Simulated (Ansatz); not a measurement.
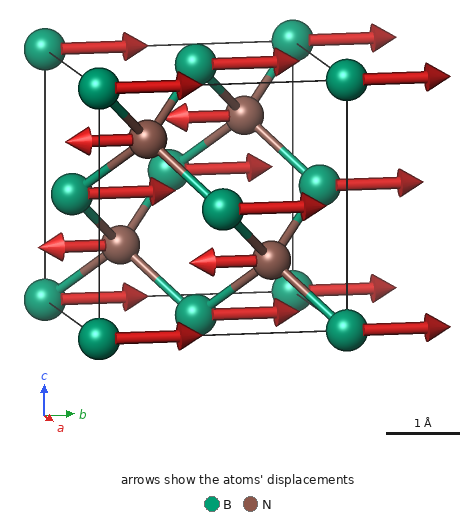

One vibrational mode of solid BN relaxed at 40 GPa at the zone centre. The red arrows give the relative displacements of the atoms. Style: ball-and-stick. Shown: the conventional cell (4 times the calculation's cell), slightly off an axis. Lengths and directions refer to the drawn axes.

These are results of DFT PBE, scalar-relativistic, plane waves, PAW in Ansatz, not measurements. (plane-wave cutoff 420 eV; k-point mesh 12 × 12 × 12; occupations fixed; target pressure 40 GPa; no spin polarisation)

Frequencies are those without the non-analytic (LO–TO) term.

> Give the symmetry, activity and frequency of this mode.

This is the T₂ mode (triply degenerate; one member of the set is drawn) at 1147 cm⁻¹, the only optical level, infrared- and Raman-active by symmetry. The B sublattice moves against the N sublattice, along b; the kinetic energy is shared as B 56 %, N 44 %. Its infrared intensity is 40 (D/Å)²/amu for the set. The value is the transverse one; the longitudinal partner lies at 1375 cm⁻¹.
